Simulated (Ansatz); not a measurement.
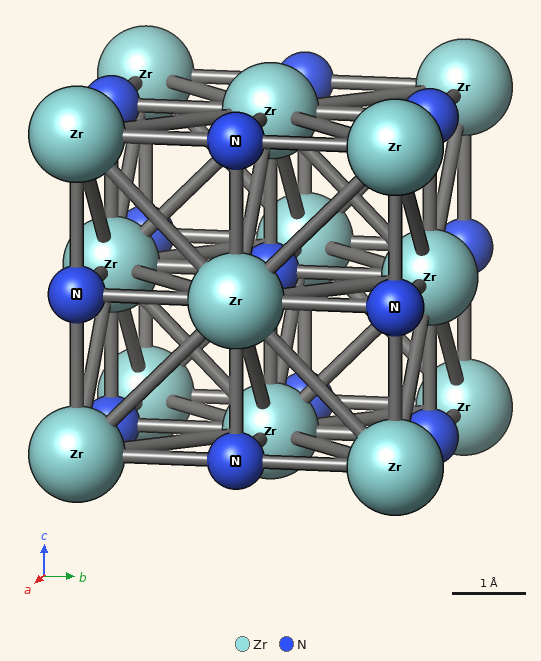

Phonons of crystalline ZrN at 0.98 times its rest volume, space group Fm-3m (No. 225), at the zone centre. A ball-and-stick model of the conventional cell (4 times the calculation's cell), seen slightly off an axis. Lengths and directions refer to the drawn axes.

All numbers below come from Ansatz, DFT LDA, scalar-relativistic, plane waves, PAW. Set-up: plane-wave cutoff 420 eV; k-point mesh 16 × 16 × 16; occupations fermi dirac; smearing width 0.15 eV; no spin polarisation.

The frequencies depend somewhat on the k-mesh and the smearing.

### Give the spectrum at this point.

The calculation's cell holds 2 atoms, so there are 3 optical modes, in 1 level. The optical modes span T₁u. No level is unstable.

| level | symmetry | frequency (cm⁻¹) | activity |
| --- | --- | --- | --- |
| 1 | T₁u | 532 | infrared-active |

The crystal is a metal, so free carriers screen the infrared response.

The modes drawn as arrows (one member of each degenerate set):

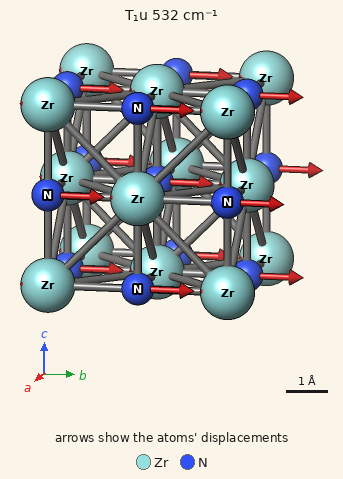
